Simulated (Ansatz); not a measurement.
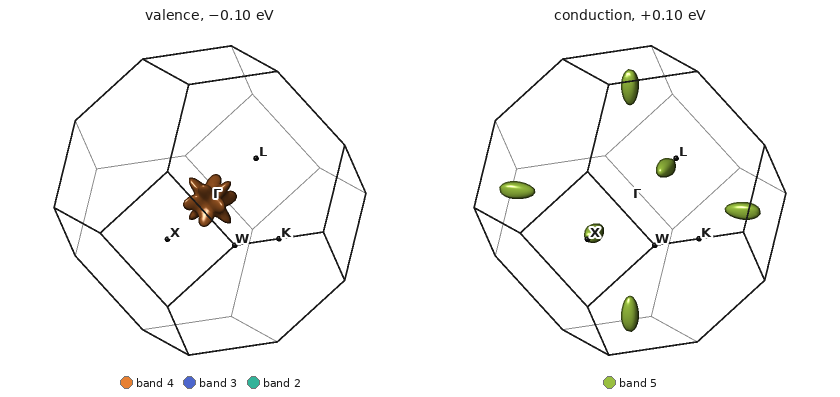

Si (space group Fd-3m, No. 227): constant-energy surfaces at both band edges (energies from each edge).

All numbers here come from DFT PBE, scalar-relativistic, plane waves, PAW; levels and slopes on a dense k mesh at the converged density in Ansatz. No spin polarisation. The levels come from a k mesh of 34×34×34 points. Cell and positions as given, without relaxation.

Masses come from a second pass at points close to the extrema; at the energies drawn a band may no longer be parabolic.

### Is the gap direct or indirect, and how large does the calculation make it?

The gap is indirect, 0.57 eV at this level of theory (semilocal functionals give gaps that are too small, and can reorder valleys that lie close).

### Give the valleys and their effective masses.

Valence band (extrema up to 0.10 eV from the edge): one maximum at Γ, three bands meeting there, with masses of 0.17 and 0.27 mₑ among them, each the same along x, y and z. Band 4 forms the valence edge; band 3 meets it there and band 2 meets it there.
Conduction band (extrema up to 0.10 eV from the edge): six equivalent minima on the Γ–X line, principal masses 0.19, 0.19 and 0.96 mₑ. Band 5 forms the conduction edge.

Where one band's surface lies inside another's, the outer one hides all or part of it.

Spin-orbit coupling, left out here, can split bands that meet at an edge and change their masses.
